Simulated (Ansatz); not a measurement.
Hf5S3

Input file:

```
crystal:
  lattice:
    - [3.4260465947, 0.0, 0.0]
    - [-1.7130232974, 2.9670433856, 0.0]
    - [0.0, 0.0, 15.7684682627]
  atoms:
    - { symbol: Hf, position: [0.0, 0.0, 0.2291003037] }
    - { symbol: Hf, position: [0.0, 0.0, 0.7708996963] }
    - { symbol: Hf, position: [0.0, 0.0, 0.0] }
    - { symbol: Hf, position: [0.3333333333, 0.6666666667, 0.3859821135] }
    - { symbol: Hf, position: [0.3333333333, 0.6666666667, 0.6140178865] }
    - { symbol: S, position: [0.3333333333, 0.6666666667, 0.1119197343] }
    - { symbol: S, position: [0.3333333333, 0.6666666667, 0.8880802657] }
    - { symbol: S, position: [0.6666666667, 0.3333333333, 0.5] }
basis:
  ecutwfc: 420
kpoints:
  mp_grid: { grid: [12, 12, 2] }
hamiltonian:
  xc: pbe
scf:
  occupations: { method: gaussian, width: 0.1 }
output:
  forces: true
  stress: true
  eigenvalues: true
  write_density: true
  write_potential: true
  elf: true
  volumetric_format: npy
relax:
  adjacent_minimum: "off"
  f_tol: 0.01
  max_steps: 30
  cell: { stress_tol: 0.1, fix: [volume] }
```

Run with:

```sh
ansatz run input.yaml --threads 1 --pin off --max-ram 2560MiB --backend cpu --events-out ev --progress --plain --runs-dir out
```

Below, planes, directions and counts refer to the conventional cell (a = 3.43 Å, b = 3.43 Å, c = 15.72 Å, α = 90.00°, β = 90.00°, γ = 120.00°).

The fields are those of the relaxed geometry.

Space group P-6m2; a generated structure, not necessarily the stable one; changed on purpose from its base cell (volume × 1.06, shape and atoms relaxed); computed pressure about −7 GPa in this cell.

Computed with Ansatz, DFT PBE, scalar-relativistic, plane waves, PAW.

Core electrons are frozen (PAW), and the valence fields are smoothed inside the atomic spheres.

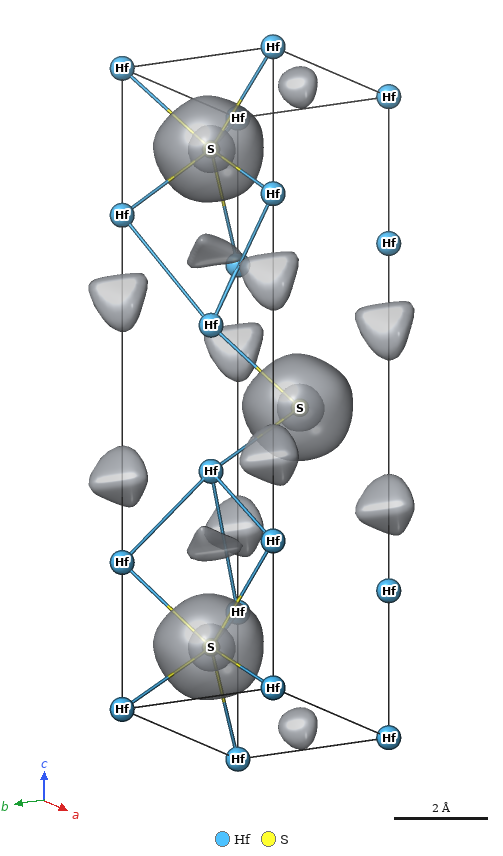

Figure 1. Isosurface of the electron localisation function at 0.65 (grey), seen at an oblique angle. Only the valence region is drawn (cores and ρ < 0.01 e/Å³ removed). Sticks mark near contacts.

> Identify the bonds, lone pairs and shells in this picture.

At this value the surface marks out three regions wrapped around S (the valence shell of each) and five pockets between the atoms, centred on no nucleus (multi-centre or interstitial), counted in one cell of 8 atoms. Any copies at cell faces, edges or corners count once. Profiles from the grid: Hf–S (2.65 Å): the ELF peaks at about 0.85 in the valence shell of S, 0.8 Å from its nucleus, and is about 0.30 at the midpoint; no localised pair shows between them. Hf–Hf (3.16 Å): the ELF is about 0.30 at the midpoint.

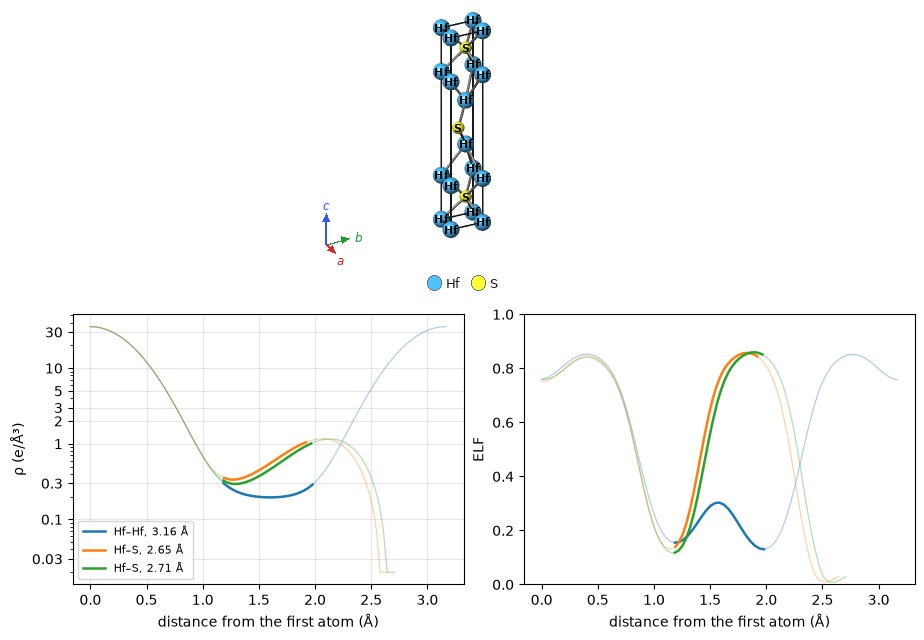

Figure 2. Valence pseudo-density and ELF along straight lines between neighbouring atoms. Thin, pale parts lie inside the atomic spheres. The structure is drawn too.

> Compare the contacts.

Hf–Hf (3.16 Å): ρ at the midpoint is about 0.2 e/Å³; the ELF is about 0.30 at the midpoint.
Hf–S (2.65 Å): ρ is about 0.34 e/Å³ halfway; the ELF peaks at about 0.85 in the valence shell of S, 0.8 Å from its nucleus, and is about 0.30 at the midpoint (no localised pair shows between them).
Hf–S (2.71 Å): the density is about 0.3 e/Å³ at the midpoint; the ELF peaks at about 0.85 in the valence shell of S, 0.8 Å from its nucleus, and is about 0.25 at the midpoint (no localised pair shows between them).

> Does the calculation make it a metal, or give it a gap?

It is metallic or semimetallic at this level of theory: no gap opens.
